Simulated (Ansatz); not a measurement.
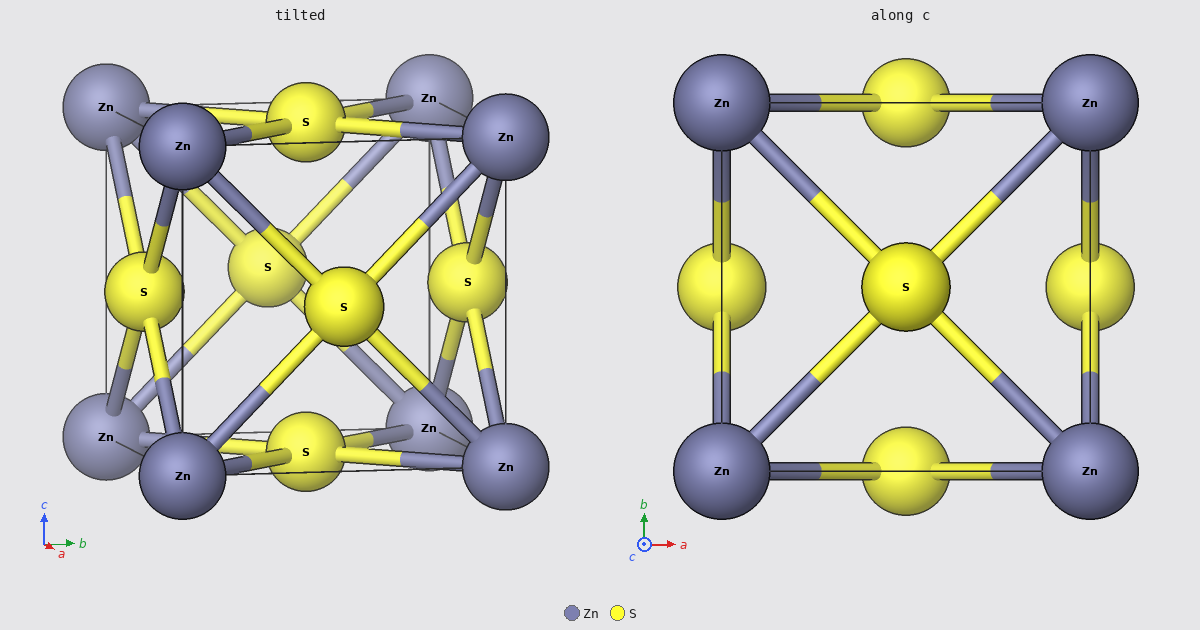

A ball-and-stick rendering, viewed slightly off an axis and along the c axis. The edges of the conventional unit cell are marked. Cell: a = 4.06 Å, b = 4.06 Å, c = 4.06 Å, α = 90.00°, β = 90.00°, γ = 90.00°.

It goes back to a structure type filled with these elements by a generator (whether the compound takes this form wasn't checked). Earlier steps of the study may have refined or changed the cell and positions. It was run through Ansatz as a DFT input.

Q: What can be read from this drawing?

A: It has the composition ZnS$_{3}$. The lattice is primitive cubic and the space group Pm-3m (No. 221). Type of structure: Cu₃Au (L1₂) type. Content of the cell: 1 Zn, 3 S (Z = 1). Each Zn atom is coordinated by twelve S in a cuboctahedral arrangement at about 2.9 Å. The S atoms are each bonded to four Zn in a square planar arrangement at about 2.9 Å. The bonds build a three-dimensional framework.

Computational set-up: DFT PBE, scalar-relativistic, plane waves, PAW (Ansatz), a basis cut at 420 eV, k-points on a 12×12×12 grid, Gaussian smearing of 0.1 eV, no spin polarisation.

Q: Classify it as metallic or gapped, with the value.

A: A metal: bands cross the Fermi level.

Q: How charged are the atoms, by the Bader scheme?

A: Zn +0.86 e; S -0.29 e.

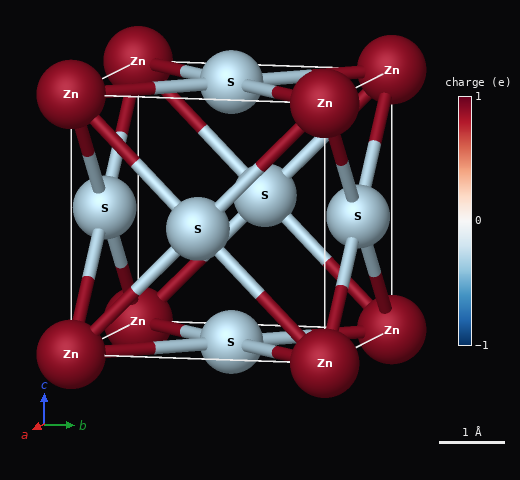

The atoms coloured by those charges. The run's cell of 4 atoms is drawn.

Q: Is the structure relaxed at this level of theory?

A: Yes. All forces vanish to within 0.01 eV/Å. The pressure is 0.0 GPa, close to zero.
